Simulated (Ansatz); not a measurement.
## Single-point calculation, with input and output: MoS$_{2}$ (part 2 of 2)

The same run, continued: MoS$_{2}$ (R3m, 3 atoms in the cell); DFT LDA+U, scalar-relativistic, plane waves, PAW, Ueff = 4 eV on Mo atom 1 d, spin-polarised (Ansatz 0.2.0); cutoff 420 eV, 7×7×7 k-mesh, Gaussian smearing of 0.05 eV, collinear spins. The structure derives from an entry of the Crystallography Open Database. It belongs to a series of runs on one base structure; here: random orbitals: random, high filling.

Geometry of the input (Å; fractional positions):
```
1.5815  0.9131  6.1233
-1.5815  0.9131  6.1233
0.0000  -1.8262  6.1233
Mo 0.0000  0.0000  0.0000
S  0.7484  0.7484  0.7484
S  0.5849  0.5849  0.5849
```

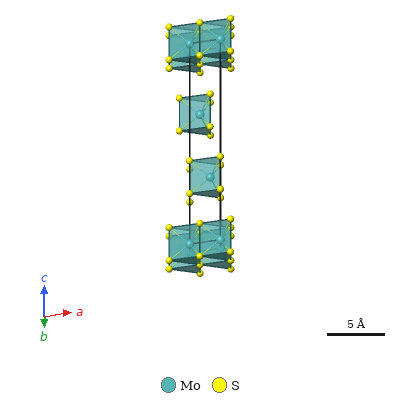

*The input geometry (polyhedral view of the cell 3 times as large as that of the calculation, set on its symmetry axes, seen at an oblique angle; polyhedra are completed across the faces of the cell).*

## The program's output, continued
```
SCF iter   1: F=—  HF=-6577.991110 eV  |F-HF|=—  |Δ(HF+E_count)|=         —  Δρ=8.98e-2 (↑8.98e-2 ↓4.27e-2)  dr2=9.75e0  dr2_m=1.03e0  M=0.447 μB ∫|m|=0.948 μB  β_m=0.30  ethr=3.10e-3  ⟨swp⟩=6.0  Hψ=34489  notcnv=0
preconditioner: auto → Kerker (q_TF=auto, 2.423 Å⁻¹)  [metal: Δε(μ)=0.006 eV  Ē_g=10.317 eV  σ=0.050 eV  W_gap=0.07  n_scr=16 (ndim 8)  ℏωp=21.6 eV  f_vac=0.003  D(μ)=1.19/eV (n_scr^D=2)]
spin=Collinear: Kerker preconditioning applied to the charge; magnetization (m = ρ↑ − ρ↓) channel mixes plain (no charge-response kernel on spin).
SCF iter   2: F=—  HF=-6576.445130 eV  |F-HF|=—  |Δ(HF+E_count)|=    1.55e0  Δρ=5.65e-2 (↑5.65e-2 ↓3.11e-2)  dr2=2.46e0  dr2_m=5.83e-1  M=0.181 μB ∫|m|=0.975 μB  β_m=0.30  ethr=3.10e-3  ⟨swp⟩=3.4  Hψ=14669  notcnv=0  defer=268
SCF iter   3: F=—  HF=-6575.975720 eV  |F-HF|=—  |Δ(HF+E_count)|=   4.69e-1  Δρ=2.85e-2 (↑2.41e-2 ↓2.85e-2)  dr2=2.29e-1  dr2_m=2.90e-1  M=0.104 μB ∫|m|=1.028 μB  β_m=0.30  ethr=3.10e-3  ⟨swp⟩=3.1  Hψ=12993  notcnv=0  defer=269
SCF iter   4: F=—  HF=-6576.016074 eV  |F-HF|=—  |Δ(HF+E_count)|=   4.04e-2  Δρ=2.25e-2 (↑2.25e-2 ↓1.57e-2)  dr2=1.22e-1  dr2_m=1.62e-1  M=0.082 μB ∫|m|=0.988 μB  β_m=0.30  ethr=8.81e-4  ⟨swp⟩=2.8  Hψ=13388  notcnv=0  defer=313
SCF iter   5: F=—  HF=-6576.015589 eV  |F-HF|=—  |Δ(HF+E_count)|=   4.85e-4  Δρ=1.35e-2 (↑1.27e-2 ↓1.35e-2)  dr2=1.01e-2  dr2_m=8.30e-2  M=0.066 μB ∫|m|=0.988 μB  β_m=0.30  ethr=4.70e-4  ⟨swp⟩=2.1  Hψ=9959  notcnv=0  defer=316
SCF iter   6: F=—  HF=-6576.030134 eV  |F-HF|=—  |Δ(HF+E_count)|=   1.45e-2  Δρ=1.05e-2 (↑1.05e-2 ↓8.82e-3)  dr2=6.01e-3  dr2_m=4.48e-2  M=0.061 μB ∫|m|=0.972 μB  β_m=0.30  ethr=3.88e-5  ⟨swp⟩=1.7  Hψ=9470  notcnv=0  defer=316
SCF iter   7: F=—  HF=-6576.036968 eV  |F-HF|=—  |Δ(HF+E_count)|=   6.83e-3  Δρ=7.02e-3 (↑6.87e-3 ↓7.02e-3)  dr2=4.98e-4  dr2_m=2.34e-2  M=0.059 μB ∫|m|=0.965 μB  β_m=0.30  ethr=2.31e-5  ⟨swp⟩=2.3  Hψ=9944  notcnv=0  defer=316
Mixer restart at iter 7: flushing history
spin-set hold released at iteration 7 (site moments contracting): the magnetisation degrees of freedom join the quasi-Newton model from the next iteration; the mixer history was flushed
SCF iter   8: F=—  HF=-6576.041210 eV  |F-HF|=—  |Δ(HF+E_count)|=   4.24e-3  Δρ=5.08e-3 (↑5.02e-3 ↓5.08e-3)  dr2=2.71e-4  dr2_m=1.23e-2  M=0.058 μB ∫|m|=0.958 μB  β_m=0.65  ethr=1.91e-6  ⟨swp⟩=2.5  Hψ=9005  notcnv=0  defer=316
SCF iter   9: F=—  HF=-6576.046013 eV  |F-HF|=—  |Δ(HF+E_count)|=   4.80e-3  Δρ=2.54e-4 (↑2.08e-4 ↓2.54e-4)  dr2=4.77e-5  dr2_m=2.31e-5  M=0.058 μB ∫|m|=0.936 μB  β_m=0.78  ethr=1.04e-6  ⟨swp⟩=2.2  Hψ=10422  notcnv=0  defer=316
SCF iter  10: F=—  HF=-6576.046033 eV  |F-HF|=—  |Δ(HF+E_count)|=   1.97e-5  Δρ=1.10e-4 (↑1.10e-4 ↓7.47e-5)  dr2=1.42e-5  dr2_m=3.10e-6  M=0.058 μB ∫|m|=0.934 μB  β_m=0.89  ethr=1.84e-7  ⟨swp⟩=1.8  Hψ=7125  notcnv=0  defer=316
SCF iter  11: F=—  HF=-6576.046035 eV  |F-HF|=—  |Δ(HF+E_count)|=   2.24e-6  Δρ=3.19e-5 (↑3.19e-5 ↓2.90e-5)  dr2=7.80e-6  dr2_m=9.63e-9  M=0.058 μB ∫|m|=0.933 μB  β_m=0.87  ethr=5.47e-8  ⟨swp⟩=2.2  Hψ=9529  notcnv=0  defer=316
SCF iter  12: F=—  HF=-6576.046034 eV  |F-HF|=—  |Δ(HF+E_count)|=   9.09e-7  Δρ=1.55e-5 (↑1.33e-5 ↓1.55e-5)  dr2=1.03e-6  dr2_m=5.22e-8  M=0.058 μB ∫|m|=0.933 μB  β_m=0.94  ethr=3.00e-8  ⟨swp⟩=1.4  Hψ=6261  notcnv=0  defer=316
SCF iter  13: F=—  HF=-6576.046034 eV  |F-HF|=—  |Δ(HF+E_count)|=   1.33e-7  Δρ=2.87e-6 (↑2.87e-6 ↓1.82e-6)  dr2=1.45e-8  dr2_m=1.82e-9  M=0.058 μB ∫|m|=0.933 μB  β_m=0.94  ethr=3.97e-9  ⟨swp⟩=2.0  Hψ=8228  notcnv=0  defer=316
Mixer restart at iter 13: flushing history
SCF iter  14: F=—  HF=-6576.048480 eV  |F-HF|=—  |Δ(HF+E_count)|=         —  Δρ=1.12e-5 (↑1.12e-5 ↓8.70e-6)  dr2=9.41e-7  dr2_m=9.17e-9  M=0.058 μB ∫|m|=0.933 μB  β_m=0.94  ethr=5.57e-11  ⟨swp⟩=3.0  Hψ=12530  notcnv=0  defer=316
SCF iter  15: F=—  HF=-6579.725941 eV  |F-HF|=—  |Δ(HF+E_count)|=    3.68e0  Δρ=2.16e-2 (↑1.44e-2 ↓2.16e-2)  dr2=1.22e0  dr2_m=3.71e-2  M=0.000 μB ∫|m|=0.533 μB  β_m=0.03  ethr=5.57e-11  ⟨swp⟩=7.9  Hψ=32456  notcnv=0  defer=316
SCF iter  16: F=—  HF=-6579.722342 eV  |F-HF|=—  |Δ(HF+E_count)|=   3.60e-3  Δρ=2.07e-2 (↑1.39e-2 ↓2.07e-2)  dr2=1.11e0  dr2_m=3.64e-2  M=0.000 μB ∫|m|=0.524 μB  β_m=0.05  ethr=5.57e-11  ⟨swp⟩=5.1  Hψ=24935  notcnv=0  defer=318
SCF iter  17: F=—  HF=-6579.693056 eV  |F-HF|=—  |Δ(HF+E_count)|=   2.93e-2  Δρ=1.85e-2 (↑1.25e-2 ↓1.85e-2)  dr2=8.53e-1  dr2_m=3.17e-2  M=0.000 μB ∫|m|=0.510 μB  β_m=0.05  ethr=5.57e-11  ⟨swp⟩=6.5  Hψ=25209  notcnv=0  defer=318
SCF iter  18: F=—  HF=-6579.638329 eV  |F-HF|=—  |Δ(HF+E_count)|=   5.47e-2  Δρ=1.47e-2 (↑1.08e-2 ↓1.47e-2)  dr2=4.80e-1  dr2_m=2.83e-2  M=0.000 μB ∫|m|=0.502 μB  β_m=0.11  ethr=5.57e-11  ⟨swp⟩=6.9  Hψ=28245  notcnv=0  defer=318
SCF iter  19: F=—  HF=-6579.608878 eV  |F-HF|=—  |Δ(HF+E_count)|=   2.95e-2  Δρ=1.01e-2 (↑1.01e-2 ↓6.38e-3)  dr2=5.57e-2  dr2_m=2.11e-2  M=-0.000 μB ∫|m|=0.469 μB  β_m=0.37  ethr=5.57e-11  ⟨swp⟩=7.5  Hψ=32667  notcnv=0  defer=318
SCF iter  20: F=—  HF=-6579.791061 eV  |F-HF|=—  |Δ(HF+E_count)|=   1.82e-1  Δρ=8.35e-3 (↑8.35e-3 ↓4.18e-3)  dr2=2.48e-2  dr2_m=1.37e-2  M=-0.000 μB ∫|m|=0.324 μB  β_m=0.86  ethr=5.57e-11  ⟨swp⟩=6.6  Hψ=30166  notcnv=0  defer=335
SCF iter  21: F=—  HF=-6579.887901 eV  |F-HF|=—  |Δ(HF+E_count)|=   9.68e-2  Δρ=9.47e-4 (↑9.47e-4 ↓7.11e-4)  dr2=2.80e-4  dr2_m=2.86e-4  M=0.000 μB ∫|m|=0.051 μB  β_m=0.93  ethr=5.57e-11  ⟨swp⟩=7.1  Hψ=31226  notcnv=0  defer=339
SCF iter  22: F=—  HF=-6579.889174 eV  |F-HF|=—  |Δ(HF+E_count)|=   1.27e-3  Δρ=3.84e-4 (↑2.54e-4 ↓3.84e-4)  dr2=4.01e-5  dr2_m=3.71e-5  M=0.000 μB ∫|m|=0.019 μB  β_m=0.97  ethr=5.57e-11  ⟨swp⟩=5.8  Hψ=23924  notcnv=0  defer=339
SCF iter  23: F=—  HF=-6579.889414 eV  |F-HF|=—  |Δ(HF+E_count)|=   2.40e-4  Δρ=7.52e-5 (↑7.52e-5 ↓6.43e-5)  dr2=3.03e-6  dr2_m=1.79e-6  M=0.000 μB ∫|m|=0.003 μB  β_m=0.98  ethr=5.57e-11  ⟨swp⟩=5.0  Hψ=19718  notcnv=0  defer=339
SCF iter  24: F=—  HF=-6579.889425 eV  |F-HF|=—  |Δ(HF+E_count)|=   1.11e-5  Δρ=2.91e-5 (↑2.91e-5 ↓2.40e-5)  dr2=4.73e-7  dr2_m=2.52e-7  M=0.000 μB ∫|m|=0.001 μB  β_m=0.99  ethr=5.57e-11  ⟨swp⟩=4.1  Hψ=16747  notcnv=0  defer=339
SCF iter  25: F=—  HF=-6579.889427 eV  |F-HF|=—  |Δ(HF+E_count)|=   1.47e-6  Δρ=8.76e-6 (↑8.76e-6 ↓8.15e-6)  dr2=1.34e-7  dr2_m=2.19e-8  M=0.000 μB ∫|m|=0.000 μB  β_m=1.00  ethr=5.57e-11  ⟨swp⟩=3.0  Hψ=13488  notcnv=0  defer=339
iter 26 did not close the SCF: its close was put off for a magnetic moment that had not settled (scf_convergence_deferred on its scf_iter line)
SCF iter  26: F=-6579.889427 eV  HF=-6579.889427 eV  |F-HF|=1.26e-10  |Δ(HF+E_count)|=   1.16e-7  Δρ=3.02e-6 (↑1.91e-6 ↓3.02e-6)  dr2=1.04e-8  dr2_m=1.98e-9  M=0.000 μB ∫|m|=0.000 μB  β_m=1.00  ethr=5.57e-11  ⟨swp⟩=14.3  Hψ=42065  notcnv=0
iter 27 did not close the SCF: its close was put off for a magnetic moment that had not settled (scf_convergence_deferred on its scf_iter line)
SCF iter  27: F=-6579.889427 eV  HF=-6579.889427 eV  |F-HF|=1.27e-11  |Δ(HF+E_count)|=   1.25e-8  Δρ=1.01e-6 (↑7.82e-7 ↓1.01e-6)  dr2=1.25e-9  dr2_m=2.60e-10  M=0.000 μB ∫|m|=0.000 μB  β_m=1.00  ethr=3.98e-11  ⟨swp⟩=5.7  Hψ=33333  notcnv=0
SCF iter  28: F=-6579.889427 eV  HF=-6579.889427 eV  |F-HF|=4.55e-12  |Δ(HF+E_count)|=   1.49e-9  Δρ=3.17e-7 (↑2.41e-7 ↓3.17e-7)  dr2=9.78e-11  dr2_m=2.00e-11  M=0.000 μB ∫|m|=0.000 μB  ethr=4.82e-12  ⟨swp⟩=5.0  Hψ=32140  notcnv=0
WARN: the starting moments were not kept: the SCF closed with an absolute magnetisation of 1.1e-5 μB, where they sum to 2 μB in size (1 site). That is at most 0.1 of that sum. Measured as dr2_m measures the in/out step, that magnetisation stands 2.5e-11 eV from none, at or under the dr2_threshold of 1.0e-7 eV: it is no larger than a step whose dr2_m would equal this threshold. The system may hold no moment; this SCF shows only that its start led to no more than that. To try another start: raise the starting moments (crystal.atoms[].spin, magnetization.per_species, magnetization.initial_magnetization, or on a non-collinear deck that types none of these the spinor_matrix: blocks that start its atoms; where the total moment is fixed, keep their sum and leave initial_magnetization as it is; typed ones take the place of any that the run laid by itself, positive ones on a crystal's lanthanoids without a Hubbard term where scf.initial_density.shell_occupations: [] is typed) or, if the notice of its spin-set hold's release reads "site moments contracting" or "site moments show no strong build", lengthen the hold (scf.mixing.spin_hold: { on: { confirm: 4 } }; for m-r²SCAN on two components see the key's manual first). Each may lead to a state that holds a moment. A second SCF, from the converged charge density, with the starting moments and any scf.initial_density.shell_occupations laid on it anew, would have followed, and was not run: the deck does not ask for one (magnetization.retry_lost_moments is false, the default). To let it run, set magnetization.retry_lost_moments: true and run the deck again, where that key's refused combinations let it; where memory then withholds it, that run's warning says so.
WARN: hamiltonian.hubbard: on 2 of 2 specified blocks the occupation matrix of this SCF's result fails the test of the specified filling. At site 0 ↑ (sites count from 0 in the list of atoms of the cell that this SCF solves) the least filled combination of the orbitals specified full has occupation 0.477, and the fullest combination of the orbitals specified empty has occupation 0.610; the filling counts as kept where the first is at least 0.75 and exceeds the second by more than 0.25. The same holds at site 0 ↓. The state of this SCF's result may not hold the specified filling, though these bounds can also misjudge a state that does. This warning does not say which state is lower in energy, or whether the specified filling is a self-consistent state at all; see hamiltonian.hubbard.sites[].starting_ns, Limitations, and scf.initial_density.shell_occupations in the input reference
SCF 1 converged in 28 iterations: F = -6579.889427 eV  dr2 = 9.78e-11
  greatest PAW one-centre occupation: 0.999 electrons in one spin orbital (limit 2), on the Mo atom at site 0 (counted from 0), in its partial waves of l = 0
SCF converged after 28 iterations
Magnetization: 0.0000 μB (13.0000 up, 13.0000 down)
Absolute magnetization: 0.0000 μB (∫|ρ↑−ρ↓|, with the PAW one-centre terms)
Spin contamination: 0.0000 ħ² per cell (⟨S²⟩ above its minimum at these occupations)
Per-site moments (μB) at R_I (Å): [(3.30027494117178e-6, 0.9752095162014335), (-1.6704538638401457e-6, 0.9752095162014335), (-1.5969409240375616e-6, 0.9753699509158852)]
Free energy (F): -6579.889427 eV
Harris-Foulkes:  -6579.889427 eV  (|F-HF|=4.55e-12)
Internal energy: -6579.889427 eV  (E = F + TS)
E sigma→0 (E₀):  -6579.889427 eV
Fermi energy:    11.219575 eV
--- Per-component energies (eV) ---
  E_band       = -160.223423
  E_kinetic    = 660.587513
  E_local      = -2037.776032  (includes V_loc(G=0)·N_el)
  E_nonlocal   = 206.623061
  E_hartree    = 788.115891
  E_xc         = -377.061723
  E_vxc        = -406.888080  (∫ρ·V_xc dr)
  E_hubbard    = 4.933642  (on-site DFT+U / exact-exchange correction)
  E_vhub       = -0.627276  (the Hubbard potential's part of the band-sum identity)
  E_paw        = -4227.033516  (= ΣΔE_a)
  E_vpaw       = -158.374311  (= ΣTr[D̂ρ^β])
  E_aug_tail   = 0.000020  (compensation charges beyond the density's cutoff)
  E_ewald      = -1599.057495
  E_core_change = 0.779211  (= ΣΔE_core)
  E_smearing   = -0.000000  (= −TS)
  E_closure    = 0.000000  (closes the sum)
  Σ components = -6579.889427   (vs F -6579.889427, Δ=0.00e0)
--- Specified on-site occupations, and those of the state reported ---
  electrons in the specified blocks: 2.1000 specified, 5.2473 found
  site 0 (l=d) ↓: largest change of an orbital's occupation 0.5939; electrons 0.1000 specified, 2.6236 found; spectral distance 1.1346
  site 0 (l=d) ↑: largest change of an orbital's occupation 0.5904; electrons 2.0000 specified, 2.6236 found; spectral distance 0.9951
--- Forces (eV/Å), atoms counted from 1 ---
  atom   1  Mo    -0.00000071    -0.00000020    -0.00095986
  atom   2  S     -0.00000003    -0.00000028     0.80644074
  atom   3  S     -0.00000018    -0.00000006    -0.80548217
  max |Σ_I F_I| component: 1.29e-6 eV/Å
--- Stress (GPa, compression-positive) ---
       -1.050099       0.000003       0.000003
        0.000003      -1.050106      -0.000003
        0.000003      -0.000003       6.042511
  P = ⅓ Tr σ = 1.3141 GPa (13.141 kbar)
--- Band table (eV; the first three rows and the last of 344) ---
  k-point 0 ↑: bands = ["-50.5008", "-24.7162", "-24.5283", "-24.5283", "-4.3127", "-2.4467", "3.6201", "7.0700", "7.0700", "8.4369", "8.4369", "9.5572", "9.7211", "12.9578", "12.9578", "13.3970", "13.3970", "16.1618"]
  k-point 1 ↑: bands = ["-50.4922", "-24.6998", "-24.6100", "-24.5466", "-3.9975", "-2.3599", "3.9688", "6.5162", "7.4089", "7.5801", "7.9905", "9.4658", "9.8832", "12.5453", "12.9427", "13.0592", "13.4724", "17.4325"]
  k-point 2 ↑: bands = ["-50.4736", "-24.7893", "-24.6628", "-24.5875", "-3.2051", "-2.1460", "4.3944", "5.8657", "6.3533", "7.2384", "8.2381", "8.9417", "9.1996", "12.0938", "12.5221", "13.7601", "14.2280", "18.0441"]
  k-point 171 ↓: bands = ["-50.4595", "-24.9287", "-24.6331", "-24.6200", "-2.3981", "-1.9902", "4.1289", "5.3112", "5.7821", "6.7774", "8.5240", "8.9478", "9.1843", "12.2804", "12.6861", "14.2362", "14.6203", "16.2866"]
Occupation matrices written to [file]
--- Löwdin populations: 3 sites ---
  site symbol       q [e]    m [muB]
     0     Mo     13.7452     0.0000
     1      S      6.0224    -0.0000
     2      S      6.0259    -0.0000
  spilling = 0.007944 (of n_electrons = 26.000000)
--- Occupation matrices: 1 shell (run DFT+U table (all-electron-ortho-atomic); ε = 6.31e-4) ---
  Mo0 d_4D: site group C3v (3m)
  Mo0 d_4D up     Tr n = 2.6236  λ = 0.472 0.472 0.532 0.532 0.614  [2× xz 0.50 E(1.00) | 2× x2-y2 0.50 E(1.00) | z2 1.00 A1(1.00)]
  Mo0 d_4D dn     Tr n = 2.6236  λ = 0.472 0.472 0.532 0.532 0.614  [2× xz 0.50 E(1.00) | 2× x2-y2 0.50 E(1.00) | z2 1.00 A1(1.00)]
  specified occupation → Mo0 d_4D up: matrix, ‖Δ‖_F = 1.1190, Tr Δ = -0.6236, displaced = 1.2440, d_λ = 0.9951; orbital distance = 1.5661
  specified occupation → Mo0 d_4D dn: matrix, ‖Δ‖_F = 1.1346, Tr Δ = -2.5236, displaced = 1.2618, d_λ = 1.1346; orbital distance = 0.0000
  Tr n, λ and their labels are of the run-group-symmetrised matrices; stabiliser: 12 of 12 elements of G0×{1,Θ} (closed), max defect 9.6e-6 at τ = 1.3e-4
```

## Key numbers

| quantity | value |
| --- | --- |
| outcome | converged |
| space group (tolerance 0.01 Å) | R3m (160) |
| electrons treated | 26 |
| free energy | −6579.8894 eV |
| Fermi energy | 11.220 eV |
| gap on the k-point mesh | 0.85 eV |
| net moment of the cell | 0.00 μB |
| integrated absolute moment | 0.00 μB |
| pressure | 1.31 GPa |
| largest force (length of the vector) | 0.806 eV/Å |
| hardware | 2 threads of Arm Neoverse V2, 24 GiB of memory available, shared host |
| wall time | 65 s (CPU time 2.1 min) |
| peak memory | 0.67 GiB |

## Notes

Warnings of the run: some starting moments were not kept; the typed occupations were not kept; the occupation matrices lower the symmetry.
